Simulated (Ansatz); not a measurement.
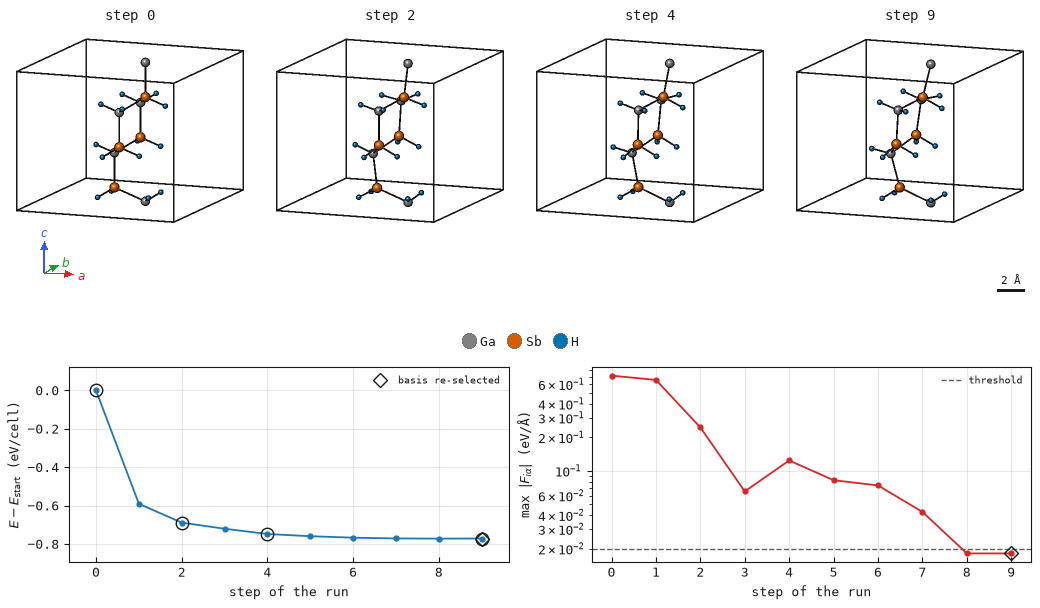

Frames of a relaxation of a wire of composition Ga2Sb2H7, marked on the history of the run. The picture is a ball-and-stick view of the cell of the calculation, with the vacuum cut short, seen slightly off an axis.

Case: wire along [1 1 1], 8 atoms a period, capped with H.

The calculation used Ansatz, DFT PBEsol, scalar-relativistic, plane waves, PAW. (plane-wave cutoff 420 eV; k-point mesh 1 × 1 × 5; occupations gaussian; smearing width 0.05 eV; no spin polarisation; cell relaxed at fixed a, b, alpha, beta, gamma; force threshold 0.02 eV/Å; at most 45 steps)

Describe the path.

Answer. The atom that moves furthest relative to the centre of the atoms is an H atom (0.46 Å). By element the largest moves are H 0.46 Å, Ga 0.45 Å, Sb 0.43 Å. Along the periodic axis the drawn cell goes c 10.585 → 10.551 Å (−0.3 %). Among the contacts that change: Ga–Sb 2.646 → 2.693 Å, Ga–H 1.570 → 1.553 Å, Ga–Sb 2.646 → 2.634 Å, H–Sb 1.710 → 1.705 Å. Among the angles between lasting bonds that change: Ga–Sb–Ga 109.5° → 127.5°, H–Ga–H 109.5° → 125.3°, Ga–Sb–Ga 109.5° → 124.9°. Over 8 accepted moves (9 points after the start) the energy falls by 0.771 eV per cell of the calculation. Largest force component: 0.72 eV/Å at the start, 0.018 eV/Å at the end. The SCF was repeated once at an unchanged geometry on a basis and grid sized afresh for the cell, which shifted the energy by 0.6 meV per cell of the calculation at most. From step 0 to 2: Ga and Sb atoms move most (0.22 Å), energy −0.689 eV per cell of the calculation. From step 2 to 4: an H atom moves most (0.26 Å), energy −59.0 meV per cell of the calculation. From step 4 to 9: H atoms move most (0.19 Å), energy −23.6 meV per cell of the calculation.

| step | E − E(0), meV/atom | largest force component, eV/Å | note |
| --- | --- | --- | --- |
| 0 | 0.00 | 0.7189 |  |
| 1 | -26.84 | 0.6579 |  |
| 2 | -31.30 | 0.2462 |  |
| 3 | -32.75 | 0.0655 |  |
| 4 | -33.99 | 0.1243 |  |
| 5 | -34.51 | 0.0826 |  |
| 6 | -34.86 | 0.0741 |  |
| 7 | -35.04 | 0.0429 |  |
| 8 | -35.09 | 0.0182 |  |
| 9 | -35.06 | 0.0181 | same geometry, new basis |
